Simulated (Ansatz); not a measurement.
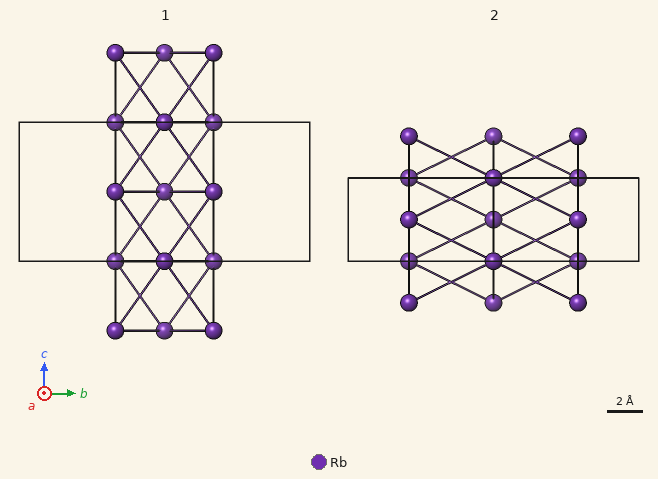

Two geometries of a wire of composition Rb, drawn at one scale. One is the start of a relaxation, the other its converged end. Style: ball-and-stick. Shown: the cell of the calculation, with the vacuum cut short, along the a axis.

These are results of Ansatz, DFT PBE, scalar-relativistic, plane waves, PAW, not measurements. (plane-wave cutoff 420 eV; k-point mesh 1 × 1 × 4; occupations gaussian; smearing width 0.05 eV; no spin polarisation; cell relaxed at fixed a, b, alpha, beta, gamma; force threshold 0.02 eV/Å; at most 45 steps)

Which one is relaxed?

Structure 2 is the relaxed one. Case: wire along [1 1 0], 6 atoms a period. The energy falls by 0.657 eV per cell of the calculation in 18 accepted moves (19 points after the start). The largest force component goes from 0.063 to 0.00072 eV/Å. At 1 point the geometry stayed and the basis and grid were re-selected for the new cell (energy shift of 0.1 meV per cell of the calculation at most each time). The largest moves relative to the layer's centre, 2.04 Å, are those of Rb atoms. Along the periodic axis the drawn cell goes c 8.019 → 4.805 Å (−40.1 %). Some distances before and after: Rb–Rb 8.019 → 4.805 Å, Rb–Rb 4.910 → 6.402 Å, Rb–Rb 5.670 → 4.769 Å, Rb–Rb 5.670 → 4.813 Å.

Limits of the set-up: the k-point mesh is coarse for a cell with partly filled bands.
